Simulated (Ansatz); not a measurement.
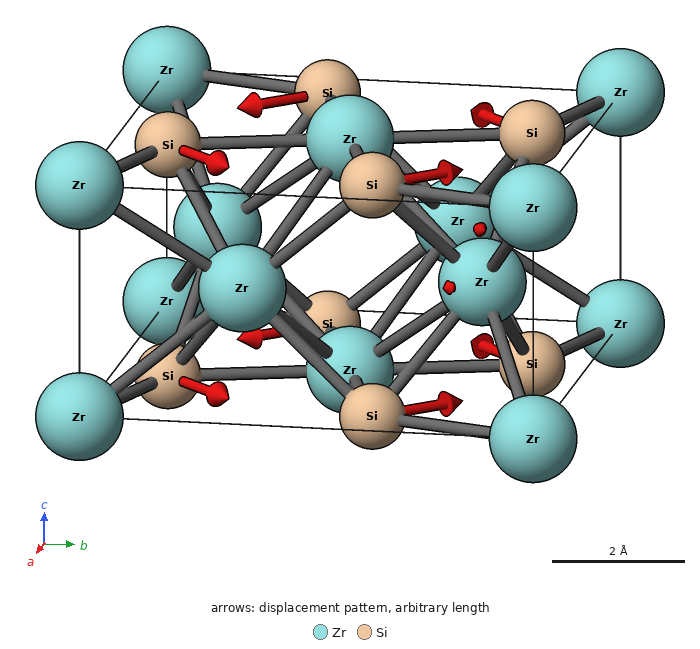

One vibrational mode of crystalline Zr$_{3}$Si$_{2}$ at the zone centre. Displacements are drawn as red arrows; their common scale and sign are arbitrary. The picture is a ball-and-stick view of the cell of the calculation, seen slightly off an axis.

All numbers below come from Ansatz, DFT LDA, scalar-relativistic, plane waves, PAW. Set-up: plane-wave cutoff 420 eV; k-point mesh 6 × 6 × 10; occupations fermi dirac; smearing width 0.15 eV; no spin polarisation.

The frequencies depend somewhat on the k-mesh and the smearing.

Give the symmetry, activity and frequency of this mode.

Answer. This is the A₁g mode at 401 cm⁻¹, optical level 18 of 19, counted from below, Raman-active by symmetry. The Zr (2a) atoms stay at rest; atoms of one kind move against one another, with no net shift of any sublattice; it stretches the shortest Si–Si bonds (2.43 Å); the kinetic energy is shared as Si 93 %, Zr 7 %.
